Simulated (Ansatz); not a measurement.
# SnH2: from a guess to a relaxed structure, part 2 of 2

Aim: relax a trial structure of SnH2 and see where it ends.

Ansatz 0.2.0; DFT PBE, scalar-relativistic, plane waves, PAW. The steps go on from the part before.

**4. Relaxation on the finer mesh**

The end of the coarse run is made exact in the group found at a tolerance of 0.06 Å and reduced to its primitive cell.

input.yaml reads:

```yaml
crystal:
  lattice:
    - [0.0, 4.109195606, 4.109195606]
    - [4.109195606, 0.0, 4.109195606]
    - [4.109195606, 4.109195606, 0.0]
  atoms:
    - { symbol: Sn, position: [0.0, 0.0, 0.0] }
    - { symbol: Sn, position: [0.75, 0.75, 0.75] }
    - { symbol: Sn, position: [0.25, 0.25, 0.25] }
    - { symbol: H, position: [0.5, 0.0, 0.0] }
    - { symbol: H, position: [0.0, 0.5, 0.0] }
    - { symbol: H, position: [0.0, 0.0, 0.5] }
    - { symbol: H, position: [0.0, 0.5, 0.5] }
    - { symbol: H, position: [0.5, 0.0, 0.5] }
    - { symbol: H, position: [0.5, 0.5, 0.0] }
basis:
  ecutwfc: 420
kpoints:
  mp_grid: { grid: [8, 8, 8] }
hamiltonian:
  xc: pbe
scf:
  occupations: { method: gaussian, width: 0.1 }
output:
  forces: true
  stress: true
  eigenvalues: true
  write_density: true
  write_potential: true
  elf: true
  volumetric_format: npy
relax:
  adjacent_minimum: "off"
  f_tol: 0.01
  max_steps: 80
  cell: { stress_tol: 0.05 }
```

The run is started by

```bash
$ ansatz run input.yaml --threads 1 --pin off --max-ram 2048MiB --backend cpu --events-out ev --progress --plain --runs-dir out
```

Output:

```text
Warning: RAYON_NUM_THREADS=1 ignored (pool sized by the plan → 1); use --threads N
Engine: ansatz 0.2.0, x86_64-unknown-linux-gnu
Pseudopotentials: kind: paw
Pseudopotential: Sn, paw, valence charge 14, recommended cutoff 420 eV (normal), Sn.paw.azcp
Pseudopotential: H, paw, valence charge 1, recommended cutoff 420 eV (normal), H.paw.azcp
Functional definition: PBE
  parameter kappa = 0.804
  parameter beta = 0.06672455060314922
  exchange = pbe_x(kappa = kappa, mu = beta*pi^2/3)
  correlation = pbe_c(beta = beta)
Crystal: 9 atoms, lattice volume = 138.772 Å³
Basis set: ecut = 420 eV, 2733 PW (Γ), exchange–correlation on 80×80×80 points (8 copies of the dense FFT grid, shifted against one another)
Bands: 33, of which v1, the nominal top of the filled ones, is band 24 counted from 1 (23 counted from 0)
Symmetry: 48 space group operations
Space group: Fm-3m (ITA 225), of the structure as read, at distance tolerance 5.2e-5 Å
k-points: 29 of 512
Non-local potential: Sn, projectors of the file, l = 0: 2, l = 1: 2, l = 2: 2, l = 3: 2
Non-local potential: H, projectors of the file, l = 0: 2, l = 1: 1
PAW form: soft (Blöchl's): semilocal exchange-correlation on the pseudo side does not see the compensation charge
PAW one-centre angular grid: Sn, 590 points (default); XC on 64 Gauss nodes
PAW one-centre angular grid: H, 110 points (default); XC on 64 Gauss nodes
Initial density: superposition of atomic densities (neutral atoms: chi_scale 0, normalization atom), corrected by the library's trained network
Initial wavefunctions: pseudopotential atomic-orbital guess
Functional: x = pbe(κ = 0.804, μ = 0.2195149727645171), c = pbe(β = 0.06672455060314922)
SCF iter   1: F=—  HF=-18163.241139 eV  |F-HF|=—  |Δ(HF+E_count)|=         —  Δρ=3.17e-3  dr2=2.37e-2  ethr=1.77e-3  ⟨swp⟩=7.6  Hψ=4589  notcnv=0  defer=4
preconditioner: auto → LDOS  [metal: Δε(μ)=0.073 eV  Ē_g=18.966 eV  σ=0.100 eV  W_gap=0.37  n_scr=26 (ndim 8)  ℏωp=21.8 eV  f_vac=0.111  D(μ)=2.31/eV (n_scr^D=14)  β→1.0]
SCF iter   2: F=—  HF=-18163.241016 eV  |F-HF|=—  |Δ(HF+E_count)|=   1.23e-4  Δρ=1.13e-3  dr2=2.62e-3  ethr=4.94e-5  ⟨swp⟩=2.2  Hψ=1851  notcnv=0  defer=59
SCF iter   3: F=—  HF=-18163.240737 eV  |F-HF|=—  |Δ(HF+E_count)|=   2.79e-4  Δρ=7.52e-4  dr2=6.05e-4  ethr=5.46e-6  ⟨swp⟩=2.0  Hψ=1438  notcnv=0  defer=59
SCF iter   4: F=—  HF=-18163.240367 eV  |F-HF|=—  |Δ(HF+E_count)|=   3.70e-4  Δρ=7.76e-5  dr2=1.59e-5  ethr=1.26e-6  ⟨swp⟩=2.0  Hψ=1429  notcnv=0  defer=59
SCF iter   5: F=—  HF=-18163.240369 eV  |F-HF|=—  |Δ(HF+E_count)|=   1.28e-6  Δρ=1.63e-5  dr2=3.37e-7  ethr=3.32e-8  ⟨swp⟩=2.0  Hψ=1137  notcnv=0  defer=61
SCF iter   6: F=-18163.240369 eV  HF=-18163.240369 eV  |F-HF|=8.33e-9  |Δ(HF+E_count)|=   3.32e-7  Δρ=2.94e-6  dr2=1.42e-8  ethr=2.08e-10  ⟨swp⟩=15.1  Hψ=7530  notcnv=0
SCF 1 converged in 6 iterations: F = -18163.240369 eV  dr2 = 1.42e-8
relax step   1: F+E_penalty+E_count = -18163.24036906 eV  Δ(F+E_penalty+E_count) = +0.000e0 eV  max|allowed force component| = 6.039e-18 eV/Å  Δτ_max = 0.0000 Å  P = -0.023 GPa  Ω = 138.772 Å³  (6 SCF iters, dr2 threshold 1.00e-7 eV, accepted)
Initial density: handed on by an earlier stage of this run
Initial wavefunctions: pseudopotential atomic-orbital guess (no wavefunctions were taken with the density)
iter 1 solved again at ethr=6.37e-7 eV; its pass at ethr=3.10e-3 eV (dr2=3.06e-4 eV) is discarded
SCF iter   1: F=—  HF=-18163.240370 eV  |F-HF|=—  |Δ(HF+E_count)|=         —  Δρ=3.77e-6  dr2=2.64e-8  ethr=6.37e-7  ⟨swp⟩=2.9  Hψ=6646  notcnv=0
eigensolver tolerance schedule: the retry pair's looser diagonalisation over-reported the residual by 11586.03 of it (diagonalisation noise at an unbounded share of the residual, at the tolerance the schedule requests for it); recorded, not acted on — ethr = c·dr2/N_el stays at c = 1.0e-1
preconditioner: auto → LDOS  [metal: Δε(μ)=0.061 eV  Ē_g=18.948 eV  σ=0.100 eV  W_gap=0.32  n_scr=26 (ndim 8)  ℏωp=21.8 eV  f_vac=0.115  D(μ)=2.40/eV (n_scr^D=14)  β→1.0]
SCF iter   2: F=—  HF=-18163.240369 eV  |F-HF|=—  |Δ(HF+E_count)|=   9.15e-7  Δρ=2.59e-6  dr2=7.22e-9  ethr=5.50e-11  ⟨swp⟩=4.1  Hψ=2426  notcnv=0
SCF iter   3: F=—  HF=-18163.240369 eV  |F-HF|=—  |Δ(HF+E_count)|=   1.92e-9  Δρ=9.97e-7  dr2=1.33e-9  ethr=1.50e-11  ⟨swp⟩=2.0  Hψ=1624  notcnv=0
SCF iter   4: F=—  HF=-18163.240369 eV  |F-HF|=—  |Δ(HF+E_count)|=  1.38e-10  Δρ=3.88e-7  dr2=1.37e-10  ethr=2.77e-12  ⟨swp⟩=2.0  Hψ=1658  notcnv=0
SCF iter   5: F=-18163.240369 eV  HF=-18163.240369 eV  |F-HF|=0.00e0  |Δ(HF+E_count)|=  2.91e-11  Δρ=6.94e-8  dr2=7.66e-12  ethr=1.00e-12  ⟨swp⟩=8.6  Hψ=4913  notcnv=0
SCF 2 converged in 5 iterations: F = -18163.240369 eV  dr2 = 7.66e-12
relax step   2: F+E_penalty+E_count = -18163.24036907 eV  Δ(F+E_penalty+E_count) = -7.014e-9 eV  max|allowed force component| = 4.369e-18 eV/Å  Δτ_max = 0.0000 Å  P = -0.023 GPa  Ω = 138.772 Å³  stress off target by 2.27e-2 GPa  SCF on the basis re-selected at this cell (its energy is not comparable with the rows above)  (5 SCF iters)
basis re-selected at this cell: Δ(F+E_penalty+E_count) = -7.014e-9 eV, ΔP = +0.000 GPa vs the last step (what re-selecting the basis moved, of the pressure what is left beyond the Pulay correction that the steps carried, after the strain that the cell walked since its last selection, with what the two solves' SCF thresholds leave and, on support functions, any second-order correction that the steps lacked; it is no measure of the basis error at this ecutwfc). This SCF's stress stands 2.27e-2 GPa from its target on what of the cell is left free (relax.cell.stress_tol is 5.00e-2 GPa) and its largest allowed force component is 4.37e-18 eV/Å (relax.f_tol is 1.00e-2 eV/Å): within both
SCF converged after 5 iterations
Free energy (F): -18163.240369 eV
Harris-Foulkes:  -18163.240369 eV  (|F-HF|=0.00e0)
Internal energy: -18163.228387 eV  (E = F + TS)
E sigma→0 (E₀):  -18163.234378 eV
Entropy (-TS):   -0.011982 eV (-1.331 meV/atom)
Fermi energy:    5.857463 eV
--- Per-component energies (eV) ---
  E_band       = -462.901722
  E_kinetic    = 633.401612
  E_local      = -3724.598238  (includes V_loc(G=0)·N_el)
  E_nonlocal   = -89.431150
  E_hartree    = 2067.703582
  E_xc         = -1199.000023
  E_vxc        = -353.950008  (∫ρ·V_xc dr)
  E_paw        = -12408.445758  (= ΣΔE_a)
  E_vpaw       = -1063.724634  (= ΣTr[D̂ρ^β])
  E_aug_tail   = -0.006316  (compensation charges beyond the density's cutoff)
  E_ewald      = -3442.852097
  E_smearing   = -0.011982  (= −TS)
  E_closure    = 0.000000  (closes the sum)
  Σ components = -18163.240369   (vs F -18163.240369, Δ=0.00e0)
--- Forces (eV/Å), atoms counted from 1 ---
  atom   1  Sn     0.00000000     0.00000000     0.00000000
  atom   2  Sn     0.00000000     0.00000000     0.00000000
  atom   3  Sn    -0.00000000    -0.00000000    -0.00000000
  atom   4  H     -0.00000000    -0.00000000    -0.00000000
  atom   5  H     -0.00000000     0.00000000    -0.00000000
  atom   6  H     -0.00000000     0.00000000    -0.00000000
  atom   7  H     -0.00000000    -0.00000000    -0.00000000
  atom   8  H     -0.00000000     0.00000000    -0.00000000
  atom   9  H     -0.00000000     0.00000000    -0.00000000
  max |Σ_I F_I| component: 2.31e-18 eV/Å
--- Stress (GPa, compression-positive) ---
       -0.022668       0.000000      -0.000000
        0.000000      -0.022668      -0.000000
       -0.000000       0.000000      -0.022668
  P = ⅓ Tr σ = -0.0227 GPa (-0.227 kbar)
--- Band table (eV; the first three rows and the last of 29) ---
  k-point 0: bands = ["-16.4320", "-16.4320", "-16.4320", "-16.4284", "-16.4284", "-15.7200", "-15.7200", "-15.6465", "-15.6465", "-15.6456", "-15.6456", "-15.6456", "-15.6311", "-15.6311", "-15.6311", "-5.0093", "-0.2607", "0.3667", "0.5025", "0.5025", "0.5025", "3.5008", "3.5008", "4.5228", "4.5228", "4.5228", "7.4460", "7.4460", "7.4460", "10.3583", "13.3150", "14.1873", "14.1873"]
  k-point 1: bands = ["-16.4320", "-16.4320", "-16.4319", "-16.4283", "-16.4283", "-15.7174", "-15.7174", "-15.6494", "-15.6494", "-15.6450", "-15.6450", "-15.6449", "-15.6320", "-15.6316", "-15.6316", "-4.9167", "-0.9077", "0.1895", "0.5449", "0.5449", "1.1413", "3.0698", "3.0698", "4.9481", "4.9481", "4.9904", "7.1264", "7.7113", "7.7113", "10.8194", "12.4325", "13.5809", "13.5809"]
  k-point 2: bands = ["-16.4321", "-16.4321", "-16.4317", "-16.4280", "-16.4280", "-15.7097", "-15.7097", "-15.6576", "-15.6576", "-15.6433", "-15.6433", "-15.6429", "-15.6341", "-15.6329", "-15.6329", "-4.6411", "-1.8281", "-0.1343", "0.6764", "0.6764", "2.0816", "2.4099", "2.4099", "5.5972", "5.5972", "5.8758", "6.6840", "8.4577", "8.4577", "11.1597", "11.9019", "12.3616", "12.3616"]
  k-point 28: bands = ["-16.4320", "-16.4319", "-16.4319", "-16.4275", "-16.4272", "-15.7050", "-15.7050", "-15.6632", "-15.6632", "-15.6433", "-15.6421", "-15.6374", "-15.6374", "-15.6351", "-15.6329", "-3.0342", "-3.0342", "-2.2633", "-0.2584", "1.7476", "1.7885", "1.7885", "5.8695", "5.8695", "6.8487", "7.4010", "7.6133", "8.3424", "8.3424", "9.3555", "11.2360", "11.6251", "11.6251"]
--- Relaxed structure (1 steps of the walk, 1 accepted, 1 SCFs on fresh bases) ---
  F+E_penalty+E_count = -18163.24036907 eV   max|allowed force component| = 4.369e-18 eV/Å   (the final SCF, on the basis selected at the relaxed cell)
  cell:  # Å, volume = 138.7716 Å³
    - [0.0, 4.109195606, 4.109195606]
    - [4.109195606, 0.0, 4.109195606]
    - [4.109195606, 4.109195606, 0.0]
  atoms:
    - { symbol: Sn, position: [0.0, 0.0, 0.0] }
    - { symbol: Sn, position: [0.7500000000000001, 0.7500000000000001, 0.7500000000000001] }
    - { symbol: Sn, position: [0.25000000000000006, 0.25000000000000006, 0.25000000000000006] }
    - { symbol: H, position: [0.5000000000000001, 0.0, 0.0] }
    - { symbol: H, position: [0.0, 0.5000000000000001, 0.0] }
    - { symbol: H, position: [0.0, 0.0, 0.5000000000000001] }
    - { symbol: H, position: [0.0, 0.5000000000000001, 0.5000000000000002] }
    - { symbol: H, position: [0.5000000000000001, 0.0, 0.5000000000000002] }
    - { symbol: H, position: [0.5000000000000001, 0.5000000000000001, 0.0] }
```

Wall time 17 s (1 thread of Intel Xeon Platinum 8259CL at 2.50GHz (Skylake/Cascade Lake), shared host); peak memory 0.47 GiB.

Step by step:

```
step  energy from step 1 (eV/cell)  largest force component (eV/Å)  pressure (GPa)  volume (Å³)
   1                        0.0000                          0.0000           -0.02       138.77
   2                        0.0000                          0.0000           -0.02       138.77
```

Step 1 is the start. Step 2 repeats the geometry before it on a plane-wave basis chosen anew for that cell, so its energy need not be comparable with the rows above.

Lengths and angles in the start's conventional setting:

|  | before | after | change |
| --- | --- | --- | --- |
| a (Å) | 8.218 | 8.218 | 0.0 % |
| b (Å) | 8.218 | 8.218 | 0.0 % |
| c (Å) | 8.218 | 8.218 | 0.0 % |
| volume (Å³/atom) | 15.42 | 15.42 | 0.0 % |
| shortest distance (Å) | 2.055 | 2.055 | 0.0 % |
| space group (0.01 Å) | Fm-3m | Fm-3m | same |

Forces and stress were held to the start's 48 operations: a distortion of lower symmetry was not tested.

The maps below are laid out on this run's own conventional cell (a, b, c = 8.218, 8.218, 8.218 Å).

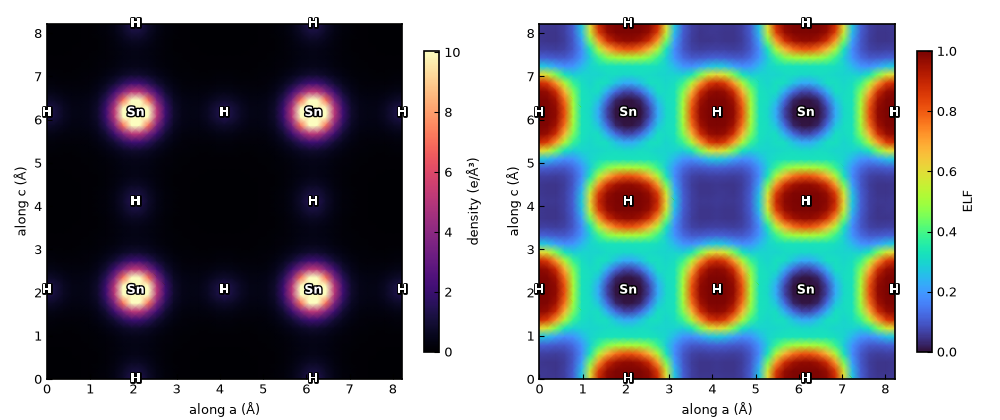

Density (left) and ELF (right) in a lattice plane of the grid's cell (edges 8.22 and 8.22 Å, at 0.250 of the third edge), which holds Sn and H. Only atoms in the plane are labelled; the density scale stops at 10.04 e/Å³. Both are smooth fields of the valence electrons: close to the nuclei they are not physical.

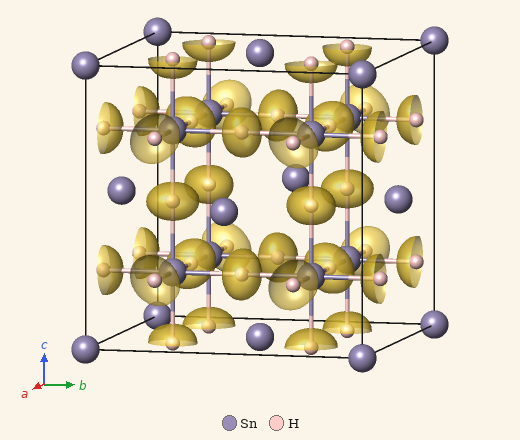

Surface of ELF = 0.85, drawn in one cell.

Outside the cores ELF peaks at 1.00 at H.

**5. What came out**

What follows sums up all 2 parts. Changes of volume or cell count from the first structure of part 1.

```
                                                                       quantity                                                                      value
                                         symmetry at the end (tolerance 0.05 Å)                                                space group Fm-3m (No. 225)
                                                              conventional cell  a = 8.218 Å, b = 8.218 Å, c = 8.218 Å, α = 90.00°, β = 90.00°, γ = 90.00°
                                                                         volume                                                              15.42 Å³/atom
energy over the elements (uncorrected; H, N, O, F and Cl as molecules), grey Sn                                                              +0.52 eV/atom
                                                                gap on the mesh                                                               none (metal)
```

**Reading.** The space group Fm-3m (No. 225) is kept, and the volume per atom shrinks by 12.7 % from the first guess. The formation energy is positive, so the separate elements lie lower. No finished test with a distortion of lower symmetry is shown, so the end may be a saddle point.
